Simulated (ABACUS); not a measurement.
**Band-structure run of Cl (part 2 of 2)**

Continued. System: Cl (4 atoms in the cell). Method: Kohn-Sham DFT of a periodic cell, LDA, SG15 ONCV 1.2 PBE, no spin polarisation (ABACUS 3.10.1); cutoff 816.34 eV, 5×5×3 k-mesh, fermi-dirac of 0.05 eV. The structure derives from an entry of the Crystallography Open Database. It belongs to a series of runs on one base structure; here: functional = LDA.

Geometry of the input (Å; fractional positions):
```
3.1450  -2.2500  0.0000
3.1450  2.2500  0.0000
0.0000  0.0000  8.2100
Cl 0.3700  0.6300  0.4000
Cl 0.1300  0.8700  0.9000
Cl 0.6300  0.3700  0.6000
Cl 0.8700  0.1300  0.1000
```

Output, continued:
```
 PW ALGORITHM --------------- ION=   1  ELEC=   4--------------------------------

 Density error is 1.38505617486e-05
                          Error Threshold = 6.20179474404e-07
----------------------------------------------------------
     Energy           Rydberg                 eV
----------------------------------------------------------
 E_KohnSham     -120.4087674493      -1638.2453264668
 E_Harris       -120.4062851491      -1638.2115530410
 E_Fermi        0.1076318527         1.4644064831
----------------------------------------------------------

 PW ALGORITHM --------------- ION=   1  ELEC=   5--------------------------------

 Density error is 1.16498218165e-06
                          Error Threshold = 4.94662919592e-08
----------------------------------------------------------
     Energy           Rydberg                 eV
----------------------------------------------------------
 E_KohnSham     -120.4087692471      -1638.2453509282
 E_Harris       -120.4120579404      -1638.2900958962
 E_Fermi        0.1076809697         1.4650747547
----------------------------------------------------------

 PW ALGORITHM --------------- ION=   1  ELEC=   6--------------------------------

 Density error is 3.35243189546e-08
                          Error Threshold = 4.16065064875e-09
----------------------------------------------------------
     Energy           Rydberg                 eV
----------------------------------------------------------
 E_KohnSham     -120.4087695117      -1638.2453545274
 E_Harris       -120.4089704694      -1638.2480886971
 E_Fermi        0.1076316557         1.4644038030
----------------------------------------------------------

 PW ALGORITHM --------------- ION=   1  ELEC=   7--------------------------------

 Density error is 1.44930343814e-09
                          Error Threshold = 1.19729710552e-10
----------------------------------------------------------
     Energy           Rydberg                 eV
----------------------------------------------------------
 E_KohnSham     -120.4087695209      -1638.2453546535
 E_KS(sigma->0) -120.4087695209      -1638.2453546534
 E_Harris       -120.4086955940      -1638.2443488256
 E_band         -11.3170647425       -153.9765651334
 E_one_elec     -32.7301680092       -445.3167814224
 E_Hartree      25.4110623110        345.7352396621
 E_xc           -22.5026290957       -306.1639756828
 E_Ewald        -90.5870347269       -1232.4998372104
 E_entropy(-TS) -0.0000000000        -0.0000000000
 E_descf        0.0000000000         0.0000000000
 E_exx          0.0000000000         0.0000000000
 E_Fermi        0.1076274839         1.4643470418
----------------------------------------------------------

 charge density convergence is achieved
 final etot is -1638.2453547 eV
 EFERMI = 1.4643470418 eV
The vacuum level is 6.3377540322 eV

 STATE ENERGY(eV) AND OCCUPATIONS    NSPIN == 1
 1/18 kpoint (Cartesian) = 0.0000 0.0000 0.0000 (1527 pws)
       1       -16.3804      0.0266667
       2       -16.1712      0.0266667
       3       -12.3750      0.0266667
       4       -11.8127      0.0266667
       5       -5.12361      0.0266667
       6       -4.27529      0.0266667
       7       -2.39622      0.0266667
       8       -2.24740      0.0266667
       9       -1.88178      0.0266667
      10       -1.87158      0.0266667
      11      -0.461628      0.0266667
      12      -0.137682      0.0266667
      13       0.139301      0.0266667
      14       0.241645      0.0266667
      15        2.66864    9.23823e-13
      16        3.30739    2.61500e-18
      17        6.64720    2.56022e-47
      18        7.42141    4.82596e-54
      19        8.79047    6.19550e-66
      20        9.91599    1.03737e-75
      21        10.2147    2.63737e-78
      22        10.5051    7.92916e-81
      23        11.4734        0.00000
      24        11.7379        0.00000

 2/18 kpoint (Cartesian) = 0.12296 -0.17187 0.0000 (1540 pws)
       1       -16.3106       0.106667
       2       -16.1383       0.106667
       3       -12.3277       0.106667
       4       -11.8789       0.106667
       5       -5.11401       0.106667
       6       -4.36785       0.106667
       7       -2.66874       0.106667
       8       -2.62878       0.106667
       9       -2.06980       0.106667
      10       -2.05716       0.106667
      11      -0.208645       0.106667
      12     -0.0157327       0.106667
      13      0.0609987       0.106667
      14       0.153378       0.106667
      15        2.69197    2.31753e-12
      16        3.25999    2.69941e-17
      17        7.39742    3.11859e-53
      18        7.88036    1.99195e-57
      19        9.28040    1.37603e-69
      20        9.52353    1.06366e-71
      21        10.0260    4.59225e-76
      22        10.7101    5.25265e-82
      23        11.0770    3.41459e-85
      24        12.2089        0.00000

 3/18 kpoint (Cartesian) = 0.24591 -0.34373 0.0000 (1549 pws)
       1       -16.1721       0.106667
       2       -16.1043       0.106667
       3       -12.2063       0.106667
       4       -12.0393       0.106667
       5       -5.00604       0.106667
       6       -4.67782       0.106667
       7       -3.14641       0.106667
       8       -3.04642       0.106667
       9       -2.18392       0.106667
      10       -2.16972       0.106667
      11      -0.218643       0.106667
      12      -0.217056       0.106667
      13      0.0813916       0.106667
      14       0.150551       0.106667
      15        2.98028    7.25805e-15
      16        3.18341    1.24862e-16
      17        8.21209    2.61743e-60
      18        8.31727    3.19381e-61
      19        9.46846    3.20038e-71
      20        9.68391    4.30323e-73
      21        10.6081    4.04287e-81
      22        11.2441    1.20820e-86
      23        11.4383    2.48585e-88
      24        12.0000        0.00000

 4/18 kpoint (Cartesian) = 0.24591 0.0000 0.0000 (1544 pws)
       1       -16.2990      0.0533333
       2       -16.1100      0.0533333
       3       -12.3141      0.0533333
       4       -11.8229      0.0533333
       5       -5.07318      0.0533333
       6       -4.34970      0.0533333
       7       -2.55994      0.0533333
       8       -2.51933      0.0533333
       9       -2.42429      0.0533333
      10       -2.41154      0.0533333
      11      -0.423774      0.0533333
      12      -0.107482      0.0533333
      13     -0.0424670      0.0533333
      14       0.199075      0.0533333
      15        2.75187    3.49744e-13
      16        3.19215    5.24242e-17
      17        7.75843    1.14097e-56
      18        8.20738    1.43806e-60
      19        9.01104    1.50411e-67
      20        9.68480    2.11381e-73
      21        10.2387    3.26285e-78
      22        10.5603    5.25525e-81
      23        11.1803    2.16553e-86
      24        11.3902    3.25196e-88

 5/18 kpoint (Cartesian) = 0.36887 -0.17187 0.0000 (1555 pws)
       1       -16.1967       0.106667
       2       -16.0605       0.106667
       3       -12.2390       0.106667
       4       -11.9053       0.106667
       5       -5.01493       0.106667
       6       -4.49585       0.106667
       7       -3.10657       0.106667
       8       -3.04239       0.106667
       9       -2.54967       0.106667
      10       -2.38045       0.106667
      11      -0.346451       0.106667
      12      -0.341355       0.106667
      13      0.0277467       0.106667
      14       0.193235       0.106667
      15        2.79935    2.70605e-13
      16        3.10501    5.98918e-16
      17        8.64054    4.97024e-64
      18        8.70810    1.28694e-64
      19        9.30930    7.71984e-70
      20        9.49939    1.72395e-71
      21        10.1451    4.24350e-77
      22        10.7229    4.06739e-82
      23        11.3708    9.57848e-88
      24        11.4436    2.23572e-88

 6/18 kpoint (Cartesian) = 0.12296 0.51560 0.0000 (1513 pws)
       1       -16.1148       0.106667
       2       -16.0877       0.106667
       3       -12.1376       0.106667
       4       -12.0827       0.106667
       5       -4.84612       0.106667
       6       -4.81731       0.106667
       7       -3.15776       0.106667
       8       -3.03914       0.106667
       9       -2.65073       0.106667
      10       -2.46841       0.106667
      11      -0.395151       0.106667
      12      -0.249416       0.106667
      13       0.110031       0.106667
      14       0.234225       0.106667
      15        3.02288    3.09579e-15
      16        3.08730    8.53596e-16
      17        8.64311    4.72157e-64
      18        9.10295    4.78561e-68
      19        9.36174    2.70494e-70
      20        10.3675    4.97131e-79
      21        10.8421    3.75211e-83
      22        10.9317    6.24955e-84
      23        11.3034    3.69028e-87
      24        11.8955        0.00000

[... levels at 12 further k points ...]

------------------------------------------------------------------------------------------
 TOTAL-FORCE (eV/Angstrom)
------------------------------------------------------------------------------------------
                       Cl1         0.0000000000         0.0858994099        -0.2992202783
                       Cl2         0.0000000000        -0.0858994099        -0.2992202783
                       Cl3         0.0000000000        -0.0858994099         0.2992202783
                       Cl4         0.0000000000         0.0858994099         0.2992202783
------------------------------------------------------------------------------------------

----------------------------------------------------------------
 TOTAL-STRESS (KBAR)
----------------------------------------------------------------
       -12.0065106786         0.0000000000         0.0000000000
        -0.0000000000       -18.7050850321        -0.0000000000
         0.0000000000        -0.0000000000       -15.8245207633
----------------------------------------------------------------
 TOTAL-PRESSURE: -15.512039 KBAR

 --------------------------------------------
 !FINAL_ETOT_IS -1638.2453546534595716 eV
 --------------------------------------------
```

Standard output:
```
ABACUS v3.10.1

               Atomic-orbital Based Ab-initio Computation at UStc

 dft_functional readin is: pz
 dft_functional in pseudopot file is: PBE
 Please make sure this is what you need
 UNIFORM GRID DIM        : 40 * 40 * 80
 UNIFORM GRID DIM(BIG)   : 40 * 40 * 80
 ---------------------------------------------------------
 Self-consistent calculations for electrons
 ---------------------------------------------------------
 SPIN    KPOINTS         PROCESSORS  THREADS
 1       18              4           4
 ---------------------------------------------------------
 Use plane wave basis
 ---------------------------------------------------------
 ELEMENT NATOM       XC
 Cl      4
 ---------------------------------------------------------
 Initial plane wave basis and FFT box
 ---------------------------------------------------------
 -------------------------------------------
 SELF-CONSISTENT :
 -------------------------------------------
 START CHARGE      : atomic
 ITER       ETOT/eV          EDIFF/eV         DRHO     TIME/s
 DA1     -1.63814843e+03   0.00000000e+00   1.0940e-01   1.99
 DA2     -1.63822891e+03  -8.04798387e-02   6.2103e-03   0.50
 DA3     -1.63824465e+03  -1.57360692e-02   1.7365e-04   0.72
 DA4     -1.63824533e+03  -6.78691402e-04   1.3851e-05   0.71
 DA5     -1.63824535e+03  -2.44613486e-05   1.1650e-06   0.68
 DA6     -1.63824535e+03  -3.59923963e-06   3.3524e-08   0.72
 DA7     -1.63824535e+03  -1.26056518e-07   1.4493e-09   0.83
----------------------------------------------------------------
 TOTAL-STRESS (KBAR)
----------------------------------------------------------------
       -12.0065106786         0.0000000000         0.0000000000
        -0.0000000000       -18.7050850321        -0.0000000000
         0.0000000000        -0.0000000000       -15.8245207633
----------------------------------------------------------------
 TOTAL-PRESSURE: -15.512039 KBAR
```

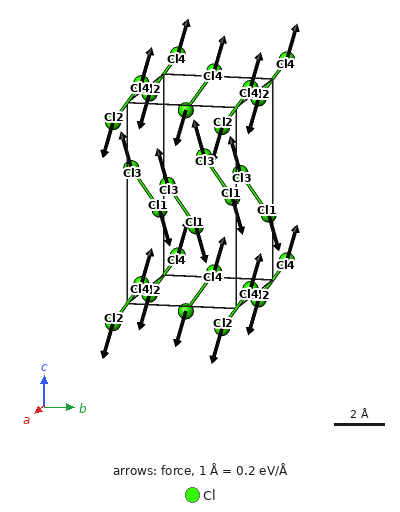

Figure 1. Forces on the atoms as black arrows (ball-and-stick view of the cell 2 times as large as that of the calculation, set on its symmetry axes, seen slightly off an axis; atoms are numbered from 1 in the order of the input). The largest act on all 4 Cl atoms (0.31 eV/Å). The geometry is not a stationary point of this energy.

Results in brief:

- outcome: converged
- space group (tolerance 0.01 Å): Cmce (64)
- electrons treated: 28
- free energy: −1638.2454 eV
- Fermi energy: 1.464 eV
- gap on the k-point mesh: 2.38 eV
- pressure: −1.55 GPa
- largest force (length of the vector): 0.311 eV/Å
- wall time: 7.1 s (CPU time 28 s)
- peak memory: 0.32 GiB
